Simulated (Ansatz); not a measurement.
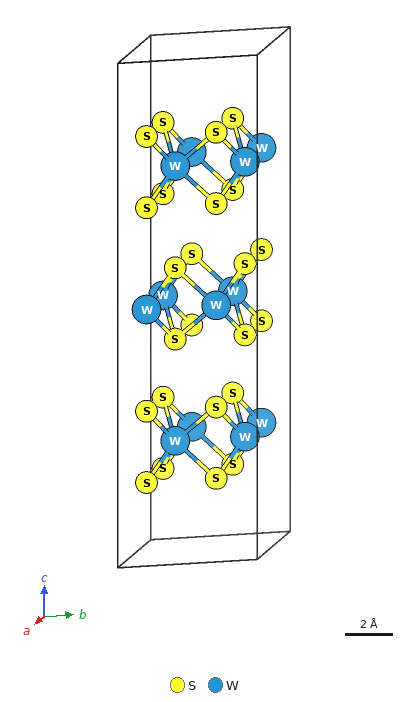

*The starting structure (ball-and-stick view of the 2 × 2 repeat of the cell, with the vacuum cut short, seen slightly off an axis).*

Near neighbours in the crystal (not all of them lie inside the picture): S has 3 W at 2.41 Å; W has 6 S at 2.41 Å.

Geometry relaxation of WS2 (part 1 of 2)

System: WS2 (slab, 9 atoms in the cell).
Method: DFT PBE+D3(BJ), scalar-relativistic, plane waves, PAW, no spin polarisation (Ansatz 0.2.0).

The structure derives from an entry of the Crystallography Open Database.

### Input
```yaml
crystal:
  lattice:
    - [3.1537893005, 0.0, 0.0]
    - [-1.5768946503, 2.7312616524, 0.0]
    - [0.0, 0.0, 30.2931115581]
  atoms:
    - { symbol: S, position: [0.6666666667, 0.3333333333, 0.2475810379] }
    - { symbol: W, position: [0.3333333333, 0.6666666667, 0.2995700789] }
    - { symbol: S, position: [0.6666666667, 0.3333333333, 0.3515591199] }
    - { symbol: S, position: [0.3333333333, 0.6666666667, 0.448010959] }
    - { symbol: W, position: [0.6666666667, 0.3333333333, 0.5] }
    - { symbol: S, position: [0.3333333333, 0.6666666667, 0.551989041] }
    - { symbol: S, position: [0.6666666667, 0.3333333333, 0.6484408801] }
    - { symbol: W, position: [0.3333333333, 0.6666666667, 0.7004299211] }
    - { symbol: S, position: [0.6666666667, 0.3333333333, 0.7524189621] }
basis:
  ecutwfc: 420
kpoints:
  mp_grid: { grid: [9, 9, 1] }
hamiltonian:
  xc: pbe
  dispersion: d3bj
scf:
  occupations: { method: gaussian, width: 0.05 }
output:
  forces: true
  eigenvalues: true
  write_density: true
  write_potential: true
  elf: true
  volumetric_format: npy
relax:
  adjacent_minimum: "off"
  f_tol: 0.02
  max_steps: 60
efield:
  axis: 3
  dipole_correction: true
```

Run on 1 thread of Arm Neoverse V1, 24 GiB of memory available, shared host.

Launch command:
```bash
ansatz run input.yaml --threads 1 --pin off --max-ram 2560MiB --backend cpu --events-out ev --progress --plain --runs-dir out
```

### Output
```
Engine: ansatz 0.2.0, aarch64-unknown-linux-gnu
Pseudopotentials: kind: paw
Pseudopotential: S, paw, valence charge 6, recommended cutoff 420 eV (normal), S.paw.azcp
Pseudopotential: W, paw, valence charge 14, recommended cutoff 420 eV (normal), W.paw.azcp
Functional definition: PBE
  parameter kappa = 0.804
  parameter beta = 0.06672455060314922
  exchange = pbe_x(kappa = kappa, mu = beta*pi^2/3)
  correlation = pbe_c(beta = beta)
Crystal: 9 atoms, lattice volume = 260.940 Å³
Basis set: ecut = 420 eV, 5069 PW (Γ), exchange–correlation on 48×48×432 points (8 copies of the dense FFT grid, shifted against one another)
Bands: 48, of which v1, the nominal top of the filled ones, is band 39 counted from 1 (38 counted from 0)
Symmetry: 6 space group operations
k-points: 12 of 81 (time reversal used)
Non-local potential: S, projectors of the file, l = 0: 2, l = 1: 2, l = 2: 2
Non-local potential: W, projectors of the file, l = 0: 3, l = 1: 2, l = 2: 2, l = 3: 1
PAW form: soft (Blöchl's): semilocal exchange-correlation on the pseudo side does not see the compensation charge
PAW one-centre angular grid: S, 110 points (default); XC on 64 Gauss nodes
PAW one-centre angular grid: W, 590 points (default); XC on 64 Gauss nodes
Initial density: superposition of atomic densities (neutral atoms: chi_scale 0, normalization atom), corrected by the library's trained network
Initial wavefunctions: pseudopotential atomic-orbital guess
Functional: x = pbe(κ = 0.804, μ = 0.2195149727645171), c = pbe(β = 0.06672455060314922)
SCF iter   1: F=—  HF=-36577.653611 eV  |F-HF|=—  |Δ(HF+E_count)|=         —  Δρ=4.27e-3  dr2=6.57e-2  ethr=1.77e-3  p=0.000 e·Å  D=8.23e-14 V/Å  ΔV_dip=-0.00 eV  dr2_dipole=2.39e-8  V_vac-E_F(+/−)=4.58/4.58 eV  ⟨swp⟩=8.2  Hψ=2809  notcnv=0
efield: sawtooth ramp at fractional position 0.9500 (placed from the atoms, in the widest stretch of the axis that holds none; the zero of the levels goes with the place), width 0.1000; the density the first Hamiltonian is built on has a dipole p = 0.000 e·Å; the dipole correction subtracts the counter field D = 8.23e-14 V/Å, which shifts the + side's vacuum level by -0.00 eV against the − side's; the planar-averaged density in the ramp window peaks in size at 4.4e-5 e/Å³
preconditioner: auto → Resta (q_TF=auto, 2.231 Å⁻¹)  ε∞=5.0  [insulator: Δε(μ)=1.196 eV  Ē_g=8.430 eV  σ=0.050 eV  W_gap=1.00  n_scr=20 (ndim 8)  ℏωp=16.9 eV  f_vac=0.392  D(μ)=0.00/eV (n_scr^D=0)  ε∞_Penn≈5.0  vacuum switching on, ρ_ref=5.2e-3 e/Å³]
SCF iter   2: F=—  HF=-36577.657975 eV  |F-HF|=—  |Δ(HF+E_count)|=   4.36e-3  Δρ=2.32e-3  dr2=1.09e-2  ethr=8.42e-5  p=-0.000 e·Å  D=-1.48e-5 V/Å  ΔV_dip=0.00 eV  dr2_dipole=1.58e-8  V_vac-E_F(+/−)=4.65/4.65 eV  ⟨swp⟩=2.4  Hψ=1011  notcnv=0  defer=27
SCF iter   3: F=—  HF=-36577.662021 eV  |F-HF|=—  |Δ(HF+E_count)|=   4.05e-3  Δρ=1.32e-3  dr2=2.17e-3  ethr=1.40e-5  p=-0.000 e·Å  D=-2.87e-6 V/Å  ΔV_dip=0.00 eV  dr2_dipole=2.65e-11  V_vac-E_F(+/−)=4.58/4.58 eV  ⟨swp⟩=2.0  Hψ=791  notcnv=0  defer=27
SCF iter   4: F=—  HF=-36577.664266 eV  |F-HF|=—  |Δ(HF+E_count)|=   2.25e-3  Δρ=6.08e-4  dr2=7.50e-4  ethr=2.78e-6  p=-0.000 e·Å  D=-3.64e-6 V/Å  ΔV_dip=0.00 eV  dr2_dipole=2.49e-9  V_vac-E_F(+/−)=4.56/4.56 eV  ⟨swp⟩=2.1  Hψ=845  notcnv=0  defer=27
SCF iter   5: F=—  HF=-36577.664658 eV  |F-HF|=—  |Δ(HF+E_count)|=   3.92e-4  Δρ=1.36e-4  dr2=5.02e-5  ethr=9.61e-7  p=0.000 e·Å  D=1.95e-6 V/Å  ΔV_dip=-0.00 eV  dr2_dipole=2.25e-10  V_vac-E_F(+/−)=4.54/4.54 eV  ⟨swp⟩=2.1  Hψ=810  notcnv=0  defer=27
iter 6 did not close the SCF: its close was put off until two iterations running show no level that it waits for move by more than its bar (scf_convergence_deferred on its scf_iter line)
SCF iter   6: F=-36577.664674 eV  HF=-36577.664677 eV  |F-HF|=3.76e-6  |Δ(HF+E_count)|=   1.91e-5  Δρ=2.76e-5  dr2=7.25e-6  ethr=1.28e-8  p=-0.000 e·Å  D=-4.18e-7 V/Å  ΔV_dip=0.00 eV  dr2_dipole=1.51e-10  V_vac-E_F(+/−)=4.53/4.53 eV  ⟨swp⟩=20.6  Hψ=6629  notcnv=0
SCF iter   7: F=-36577.664676 eV  HF=-36577.664676 eV  |F-HF|=3.84e-7  |Δ(HF+E_count)|=   1.33e-6  Δρ=9.81e-6  dr2=6.43e-7  ethr=9.30e-9  p=0.000 e·Å  D=2.32e-6 V/Å  ΔV_dip=-0.00 eV  dr2_dipole=7.93e-10  V_vac-E_F(+/−)=4.52/4.52 eV  ⟨swp⟩=12.2  Hψ=5223  notcnv=0
SCF 1 converged in 7 iterations: F = -36577.664676 eV  dr2 = 6.43e-7
  greatest PAW one-centre occupation: 1.000 electrons in one spin orbital (limit 2), on the W atom at site 7 (counted from 0), in its partial waves of l = 0
relax step   1: F+E_penalty+E_count = -36577.66467569 eV  Δ(F+E_penalty+E_count) = +0.000e0 eV  max|allowed force component| = 4.992e-2 eV/Å  Δτ_max = 0.0000 Å  (7 SCF iters, dr2 threshold 1.00e-5 eV, accepted)
Initial density: handed on by an earlier stage of this run
Initial wavefunctions: those handed on with the density
iter 1 solved again at ethr=3.51e-6 eV; its pass at ethr=3.10e-3 eV (dr2=2.73e-3 eV) is discarded
SCF iter   1: F=—  HF=-36577.665113 eV  |F-HF|=—  |Δ(HF+E_count)|=         —  Δρ=1.16e-3  dr2=2.63e-3  ethr=3.51e-6  p=0.000 e·Å  D=2.32e-6 V/Å  ΔV_dip=-0.00 eV  dr2_dipole=5.39e-10  V_vac-E_F(+/−)=4.52/4.53 eV  ⟨swp⟩=3.1  Hψ=1965  notcnv=0  defer=28
efield: sawtooth ramp at fractional position 0.9500 (handed on by an earlier solve), width 0.1000; the density the first Hamiltonian is built on has a dipole p = 0.000 e·Å; the dipole correction subtracts the counter field D = 2.32e-6 V/Å, which shifts the + side's vacuum level by -0.00 eV against the − side's; the planar-averaged density in the ramp window peaks in size at 1.7e-6 e/Å³
preconditioner: auto → Resta (q_TF=auto, 2.231 Å⁻¹)  ε∞=5.0  [insulator: Δε(μ)=1.243 eV  Ē_g=8.446 eV  σ=0.050 eV  W_gap=1.00  n_scr=20 (ndim 8)  ℏωp=16.9 eV  f_vac=0.390  D(μ)=0.00/eV (n_scr^D=0)  ε∞_Penn≈5.0  vacuum switching on, ρ_ref=5.2e-3 e/Å³]
SCF iter   2: F=—  HF=-36577.664842 eV  |F-HF|=—  |Δ(HF+E_count)|=   2.70e-4  Δρ=5.73e-4  dr2=5.89e-4  ethr=3.38e-6  p=-0.000 e·Å  D=-5.46e-7 V/Å  ΔV_dip=0.00 eV  dr2_dipole=1.84e-10  V_vac-E_F(+/−)=4.55/4.55 eV  ⟨swp⟩=2.0  Hψ=662  notcnv=0  defer=28
SCF iter   3: F=—  HF=-36577.664799 eV  |F-HF|=—  |Δ(HF+E_count)|=   4.33e-5  Δρ=2.90e-4  dr2=1.50e-4  ethr=7.55e-7  p=0.000 e·Å  D=1.05e-6 V/Å  ΔV_dip=-0.00 eV  dr2_dipole=1.26e-11  V_vac-E_F(+/−)=4.53/4.53 eV  ⟨swp⟩=2.1  Hψ=711  notcnv=0  defer=28
SCF iter   4: F=—  HF=-36577.664787 eV  |F-HF|=—  |Δ(HF+E_count)|=   1.19e-5  Δρ=3.32e-5  dr2=5.93e-6  ethr=1.92e-7  p=0.000 e·Å  D=8.47e-7 V/Å  ΔV_dip=-0.00 eV  dr2_dipole=2.18e-11  V_vac-E_F(+/−)=4.53/4.53 eV  ⟨swp⟩=2.2  Hψ=890  notcnv=0  defer=28
SCF iter   5: F=—  HF=-36577.664814 eV  |F-HF|=—  |Δ(HF+E_count)|=   2.72e-5  Δρ=2.43e-5  dr2=4.58e-6  ethr=7.61e-9  p=-0.000 e·Å  D=-1.79e-7 V/Å  ΔV_dip=0.00 eV  dr2_dipole=3.86e-11  V_vac-E_F(+/−)=4.53/4.53 eV  ⟨swp⟩=2.8  Hψ=1022  notcnv=0  defer=28
SCF iter   6: F=—  HF=-36577.664814 eV  |F-HF|=—  |Δ(HF+E_count)|=   5.45e-7  Δρ=9.71e-6  dr2=7.26e-7  ethr=5.87e-9  p=0.000 e·Å  D=2.19e-7 V/Å  ΔV_dip=-0.00 eV  dr2_dipole=7.61e-13  V_vac-E_F(+/−)=4.52/4.52 eV  ⟨swp⟩=2.1  Hψ=690  notcnv=0  defer=28
SCF iter   7: F=-36577.664814 eV  HF=-36577.664814 eV  |F-HF|=1.81e-8  |Δ(HF+E_count)|=   5.95e-8  Δρ=1.94e-6  dr2=3.07e-8  ethr=1.28e-10  p=-0.000 e·Å  D=-6.43e-8 V/Å  ΔV_dip=0.00 eV  dr2_dipole=5.05e-12  V_vac-E_F(+/−)=4.52/4.52 eV  ⟨swp⟩=17.0  Hψ=5378  notcnv=0
SCF 2 converged in 7 iterations: F = -36577.664814 eV  dr2 = 3.07e-8
  greatest PAW one-centre occupation: 1.000 electrons in one spin orbital (limit 2), on the W atom at site 1 (counted from 0), in its partial waves of l = 0
relax step   2: F+E_penalty+E_count = -36577.66481379 eV  Δ(F+E_penalty+E_count) = -1.381e-4 eV  max|allowed force component| = 1.968e-2 eV/Å  Δτ_max = 0.0189 Å  (7 SCF iters, accepted)
```

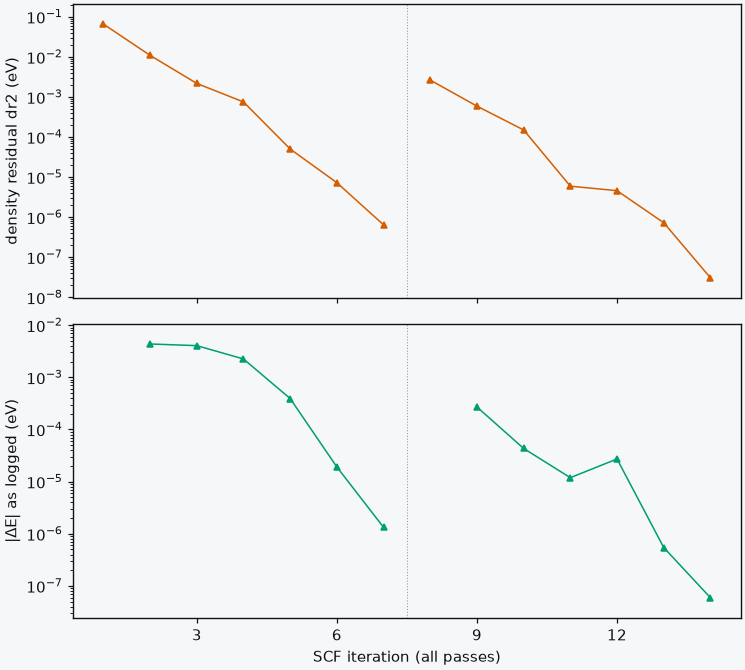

*Convergence of the self-consistent field: density residual dr2 and size of the energy change against the SCF iteration. The dotted lines part the SCF passes of the relaxation: geometry steps, rejected trials and re-solves on a re-selected basis.*

The passes take 7 and 7 iterations.

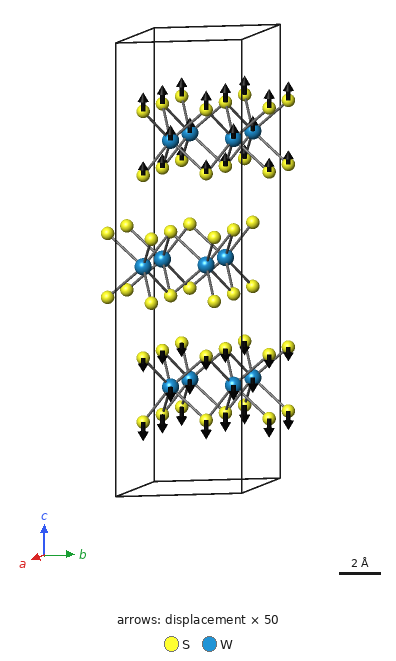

*The starting structure with the displacements as black arrows, magnified 50 times (ball-and-stick view of the 2 × 2 repeat of the cell, with the vacuum cut short, with bonded neighbours outside it, seen slightly off an axis).*

The energy falls by next to nothing (0.0 meV per atom) in 1 geometry step. The largest force component goes from 0.05 to 0.02 eV/Å. The largest moves, 0.019 Å, are those of S1 and S9. By element the largest moves are S 0.019 Å, W 0.015 Å. The cell doesn't change. (Atoms are counted from 1 in the order of the input.)

```
WARN: The output density's exchange-correlation potential varies sharply where the density is thin. Do not read a vacuum level from v_tot or v_xc, or from such a field of the output density. On a cell that repeats whose density bears no net charge and no dipole along the vacuum's axis use v_es (v_loc + v_h of the components); under efield.dipole_correction with no amplitude use v_es + v_field, which holds any external_charges[].barrier, or the levels of the report's work_function block, which leave it out; under a non-zero efield.amplitude the vacuum is tilted and has no level; on a cell that repeats and bears such a dipole with no correction it is tilted too, and efield.dipole_correction with no amplitude gives each side of its ramp a level where efield: is served; in a cell that repeats whose density bears a net charge (total_charge, or a fill off its count) it is curved and has none; of a slab under crystal.periodic whose density bears no net charge use v_es, which has a level on each side, short of where the two are joined; of another it falls or rises all the way out and has none; of a slab beside external_charges read slab_vacuum_level instead, which it has where they leave it neutral. The grid or the basis barely resolves most such structure, and the values can differ between equally converged runs; as a rule a tighter scf.convergence.dr2_threshold does not remove it. Where the density itself ripples (under the LDA too) a higher basis.ecutwfc lessens it. The files hold the spikes' plane waves up to the density's cutoff. Files: v_tot_of_output_density and the like, and their columns of v_z.tsv (output.write_potential); v_xc_of_output_density and the like, and their columns of v_comp_z.tsv (output.write_potential_components). Measured: with its Gaussian average of σ = 0.25 Å subtracted twice, the exchange-correlation potential is over 0.1 eV at 3 of the grid points where the equally averaged density (valence and model cores) is under 1e-3 e/Å³, and 0.131 eV at the most among them, at an averaged density of 4.6e-9 e/Å³. See output.write_potential in the manual, Limitations
SCF converged after 7 iterations
Free energy (F): -36577.664814 eV
Harris-Foulkes:  -36577.664814 eV  (|F-HF|=1.81e-8)
Internal energy: -36577.664814 eV  (E = F + TS)
E sigma→0 (E₀):  -36577.664814 eV
Fermi energy:    5.746046 eV
Dipole field:    D = 0.000003 V/Å  (p = 0.000004 e·Å, saw-weighted, corrected)
```
